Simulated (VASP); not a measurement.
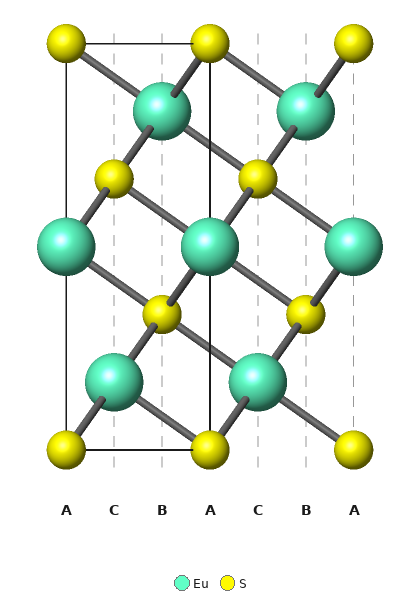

The picture looks along a close-packed row of the hexagonal mesh; [111] points upwards. The dashed lines mark the three columns A (0, 0), B (1/3, 2/3) and C (2/3, 1/3). The box is the hexagonal cell of the face-centred cubic lattice. The sequence starts with the first layer at or above the cell's origin.

The compound is EuS, taken as the geometry relaxed with VASP, VASP Kohn-Sham DFT of a periodic cell, revPBE, VASP PAW PBE potentials, recommended.

### List the layers of one repeat.

S(A) – Eu(C) – S(B) – Eu(A) – S(C) – Eu(B) (six layers in 10.23 Å).

### How are the S layers alone stacked?

S layers alone: ABC, the cubic close-packed type.

### Which positions between or in the S layers do the other atoms fill?

Eu: three octahedral sites, counted in one hexagonal cell.
